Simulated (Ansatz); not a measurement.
# A series of single points on MgS

System: MgS (2 atoms in the cell).
Method: DFT PBEsol, scalar-relativistic, plane waves, PAW, no spin polarisation (Ansatz 0.2.0).

The 5 runs differ only in the geometry, by a strain of the cell at fixed fractional positions. Against run 3, the strain is εxx = η and εyy = η. The structure derives from an entry of the Crystallography Open Database.

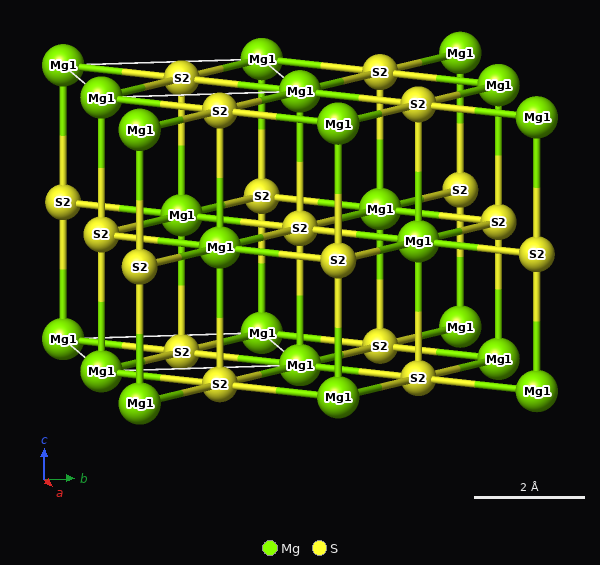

Figure 1. The structure of run 3 (ball-and-stick view of the cell 2 times as large as that of the calculation, set on its symmetry axes, repeated 2 × 2 × 1, seen slightly off an axis; atoms are numbered from 1 in the order of the input).

**Input of run 3**
```yaml
crystal:
  lattice:
    - [0.0, 2.60165, 2.5236005]
    - [2.60165, 0.0, 2.5236005]
    - [2.60165, 2.60165, 0.0]
  atoms:
    - { symbol: Mg, position: [0.0, 0.0, 0.0] }
    - { symbol: S, position: [0.5, 0.5, 0.5] }
basis:
  ecutwfc: 420
kpoints:
  mp_grid: { grid: [8, 8, 8] }
hamiltonian:
  xc: pbesol
scf:
  occupations: { method: gaussian, width: 0.05 }
output:
  forces: true
  stress: true
  eigenvalues: true
```

Command:
```bash
ansatz run input.yaml --threads 1 --pin off --max-ram 1228MiB --backend cpu --events-out ev --progress --plain --runs-dir out
```

Lattice vectors (Å) and fractional positions of run 3:
```
   0.000000    2.601650    2.523601
   2.601650    0.000000    2.523601
   2.601650    2.601650    0.000000
Mg  0.000000  0.000000  0.000000
S   0.500000  0.500000  0.500000
```

Run 2 differs from it as follows:
```diff
-    - [0.0, 2.60165, 2.5236005]
-    - [2.60165, 0.0, 2.5236005]
-    - [2.60165, 2.60165, 0.0]
+    - [0.0, 2.56262525, 2.5236005]
+    - [2.56262525, 0.0, 2.5236005]
+    - [2.56262525, 2.56262525, 0.0]
```

**Results, with one run withheld**

```csv
run,strain parameter η (%),"free energy per atom, from the lowest run given (meV)",pressure (GPa),gap on the mesh (eV)
1,−3.0000,22.43,7.26,2.88
2,−1.5000,?,?,?
3,0.0000,0.00,1.64,2.62
4,1.5000,3.25,−0.55,2.51
5,3.0000,14.20,−2.40,2.41
```

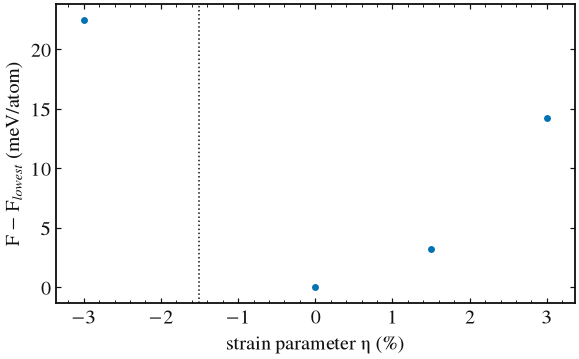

Figure 2. Free energy per atom of the runs given; the dotted line marks run 2.

Estimate the energy of run 2 from the others.

A quadratic polynomial in the coordinate, fitted to the 4 runs given, misses them by at most 0.42 meV per atom. With x = η − 0.3750, it reads F = 0.098906 + 0.16783 x + 2.0056 x² (meV per atom). At run 2 it gives 6.84 meV per atom, and the run itself gives 5.86. The fit has its minimum at η = 0.3332 %. So low a polynomial doesn't follow these energies more closely. The gap on the mesh goes, without turning, from 2.88 eV in run 1 to 2.41 eV in run 5; run 2 has 2.74 eV. These are gaps of this functional on this mesh, which can miss the band edges; they aren't the measured gap.

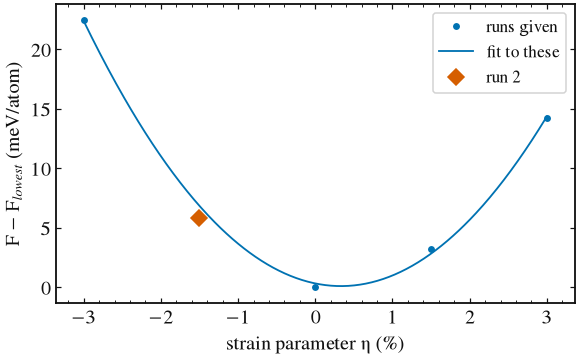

Figure 3. The fit and the withheld run.

**Output, shortened to warnings, some set-up lines, iterations and results (run 2)**
```
Basis set: ecut = 420 eV, 637 PW (Γ), exchange–correlation on 50×50×50 points (8 copies of the dense FFT grid, shifted against one another)
Symmetry: 16 space group operations
k-points: 59 of 512
Initial density: superposition of atomic densities (neutral atoms: chi_scale 0, normalization atom), corrected by the library's trained network
[...]
SCF iter   1: F=—  HF=-2799.897555 eV  |F-HF|=—  |Δ(HF+E_count)|=         —  Δρ=4.10e-3  dr2=7.49e-3  ethr=1.77e-3  ⟨swp⟩=6.1  Hψ=4214  notcnv=0
SCF iter   2: F=—  HF=-2799.894719 eV  |F-HF|=—  |Δ(HF+E_count)|=   2.84e-3  Δρ=1.25e-3  dr2=3.22e-4  ethr=4.68e-5  ⟨swp⟩=2.1  Hψ=1553  notcnv=0
SCF iter   3: F=—  HF=-2799.894725 eV  |F-HF|=—  |Δ(HF+E_count)|=   5.24e-6  Δρ=4.08e-4  dr2=3.10e-5  ethr=2.01e-6  ⟨swp⟩=2.2  Hψ=1055  notcnv=0
SCF iter   4: F=—  HF=-2799.894743 eV  |F-HF|=—  |Δ(HF+E_count)|=   1.86e-5  Δρ=5.14e-5  dr2=4.70e-7  ethr=1.94e-7  ⟨swp⟩=1.0  Hψ=708  notcnv=0
SCF iter   5: F=-2799.894744 eV  HF=-2799.894744 eV  |F-HF|=4.91e-10  |Δ(HF+E_count)|=   3.96e-7  Δρ=4.85e-6  dr2=2.64e-9  ethr=2.93e-9  ⟨swp⟩=2.3  Hψ=894  notcnv=0
SCF iter   6: F=-2799.894744 eV  HF=-2799.894744 eV  |F-HF|=2.54e-10  |Δ(HF+E_count)|=   1.24e-9  Δρ=1.03e-6  dr2=1.59e-10  ethr=1.65e-11  ⟨swp⟩=1.5  Hψ=2186  notcnv=0
SCF 1 converged in 6 iterations: F = -2799.894744 eV  dr2 = 1.59e-10
SCF converged after 6 iterations
Free energy (F): -2799.894744 eV
Harris-Foulkes:  -2799.894744 eV  (|F-HF|=2.54e-10)
Internal energy: -2799.894744 eV  (E = F + TS)
E sigma→0 (E₀):  -2799.894744 eV
Fermi energy:    8.453971 eV
--- Per-component energies (eV) ---
  E_band       = -319.732993
  E_kinetic    = 186.488572
  E_local      = -1635.387383  (includes V_loc(G=0)·N_el)
  E_nonlocal   = 124.333994
  E_hartree    = 582.112519
  E_xc         = -127.054016
  E_vxc        = -127.553206  (∫ρ·V_xc dr)
  E_paw        = -865.517481  (= ΣΔE_a)
  E_vpaw       = -31.839631  (= ΣTr[D̂ρ^β])
  E_aug_tail   = 0.000001  (compensation charges beyond the density's cutoff)
  E_ewald      = -1064.991763
  E_core_change = 0.120812  (= ΣΔE_core)
  E_smearing   = -0.000000  (= −TS)
  E_closure    = -0.000000  (closes the sum)
  Σ components = -2799.894744   (vs F -2799.894744, Δ=0.00e0)
--- Forces (eV/Å), atoms counted from 1 ---
  atom   1  Mg    -0.00000000     0.00000000     0.00000000
  atom   2  S      0.00000000    -0.00000000     0.00000000
  max |Σ_I F_I| component: 2.96e-30 eV/Å
--- Stress (GPa, compression-positive) ---
        3.468733       0.000000       0.000000
        0.000000       3.468733       0.000000
        0.000000       0.000000       5.714018
  P = ⅓ Tr σ = 4.2172 GPa (42.172 kbar)
```
